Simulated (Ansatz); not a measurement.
The Ansatz input:

```
crystal:
  lattice:
    - [0.0, 3.2820957782, 3.2820957782]
    - [3.2820957782, 0.0, 3.2820957782]
    - [3.2820957782, 3.2820957782, 0.0]
  atoms:
    - { symbol: Ag, position: [0.0, 0.0, 0.0] }
    - { symbol: I, position: [0.75, 0.75, 0.75] }
basis:
  ecutwfc: 280
kpoints:
  mp_grid: { grid: [4, 4, 4] }
hamiltonian:
  xc: pbe
scf:
  occupations: { method: fixed }
  mixing: { preconditioner: kerker_dos }
  initial_density: { chi_scale: 0, normalization: atom }
  max_iter: 60
output:
  forces: true
  stress: true
  eigenvalues: true
  dos: { projected: true }
```

Launched with:
```bash
ansatz run input.yaml --threads 1 --pin off --max-ram 1331MiB --backend cpu --events-out ev --progress --plain --runs-dir out
```

Predict the main features of the density of states.

There is a gap; over the k points computed it is 1.34 eV. By projected weight, the top eV of the valence band is I (65 %) and Ag (35 %). The upper group of valence states starts about 3.0 eV under the valence-band top (which lies at −0.7 eV on this axis), with a gap beneath it; it holds about 10 electrons a cell. The tallest peak in the window is at −3.7 eV; by projected weight it is Ag almost alone.

The k mesh is coarse for this system. Spin-orbit coupling is left out, which matters for I.

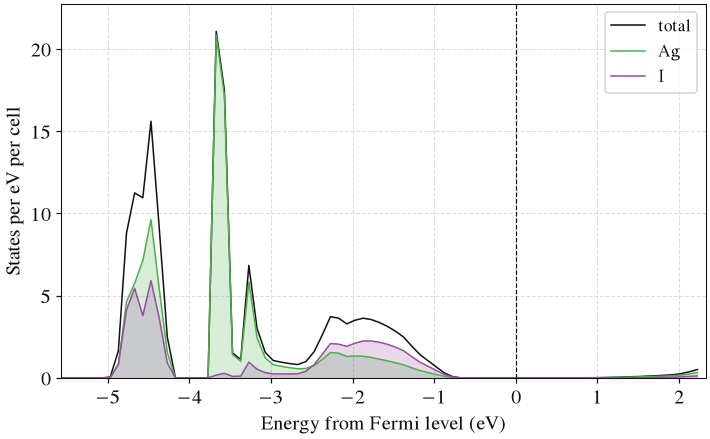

Density of states. Energies are counted from the Fermi level, put mid-gap where there is a gap. The partial curves are projected on Löwdin-orthogonalised atomic shells.
